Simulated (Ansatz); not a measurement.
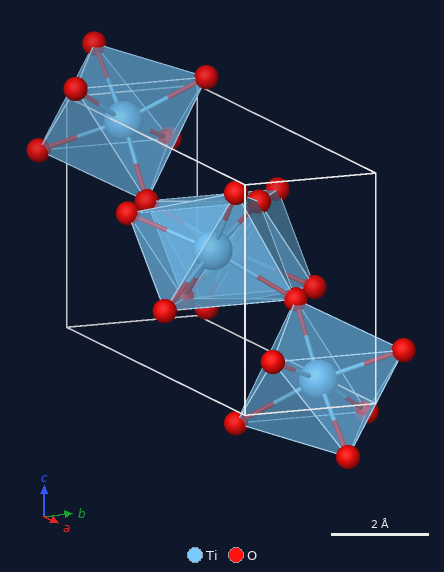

Crystalline TiO2 (set up in Pnma), before the relaxation. A polyhedral model of the cell of the calculation, seen slightly off an axis.

Computed with DFT PBE, scalar-relativistic, plane waves, PAW (Ansatz).

Input
```yaml
crystal:
  lattice:
    - [9.459, 0.0, 0.0]
    - [0.0, 2.9585, 0.0]
    - [0.0, 0.0, 4.9022]
  atoms:
    - { symbol: Ti, position: [0.1369, 0.25, 0.93537] }
    - { symbol: Ti, position: [0.8631, 0.75, 0.06463] }
    - { symbol: Ti, position: [0.3631, 0.75, 0.43537] }
    - { symbol: Ti, position: [0.6369, 0.25, 0.56463] }
    - { symbol: O, position: [0.2663, 0.25, 0.6365] }
    - { symbol: O, position: [0.7337, 0.75, 0.3635] }
    - { symbol: O, position: [0.2337, 0.75, 0.1365] }
    - { symbol: O, position: [0.7663, 0.25, 0.8635] }
    - { symbol: O, position: [0.9724, 0.25, 0.2084] }
    - { symbol: O, position: [0.0276, 0.75, 0.7916] }
    - { symbol: O, position: [0.5276, 0.75, 0.7084] }
    - { symbol: O, position: [0.4724, 0.25, 0.2916] }
basis:
  ecutwfc: 420
kpoints:
  mp_grid: { grid: [4, 8, 6] }
hamiltonian:
  xc: pbe
scf:
  occupations: { method: gaussian, width: 0.02 }
output:
  forces: true
  stress: true
  eigenvalues: true
  write_density: true
  write_potential: true
  elf: true
  volumetric_format: npy
relax:
  adjacent_minimum: "off"
  f_tol: 0.005
  max_steps: 80
  cell: { stress_tol: 0.05 }
```

Run as
```bash
ansatz run input.yaml --threads 2 --pin off --max-ram 5120MiB --backend cpu --events-out ev --progress --plain --runs-dir out
```

### Predict the outcome.

The largest moves relative to the cell, 0.083 Å, are those of Ti1, Ti2, Ti3 and Ti4. Ti1 goes roughly along −c. Largest moves by element: Ti 0.083 Å, O 0.036 Å. The volume changes by +2.6 %, with a 9.459 → 9.520 Å (+0.6 %), b 2.958 → 2.976 Å (+0.6 %), c 4.902 → 4.970 Å (+1.4 %). Near-neighbour distances that change, for instance: Ti1–O9 2.052 → 2.136 Å, Ti1–Ti2 3.049 → 3.122 Å, Ti1–O7 2.000 → 2.044 Å, Ti1–O5 1.909 → 1.875 Å. Among the angles between lasting bonds that change: O8–Ti2–O9 171.3° → 166.9°, Ti1–O10–Ti1 99.5° → 102.7°, O9–Ti2–O9 99.5° → 102.7°. The space group stays Pnma (No. 62). Over 10 accepted moves (12 points after the start) the energy falls by 5.9 meV per atom. Largest force component: 0.28 eV/Å at the start, 0.0031 eV/Å at the end. The pressure goes from 1.52 to 0.01 GPa. At 2 points the geometry stayed and the basis and grid were re-selected for the new cell (energy shift of 1.3 meV per atom at most each time).

The end point in the same view:

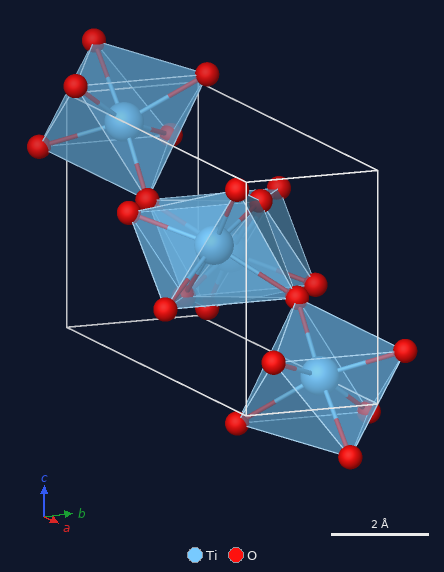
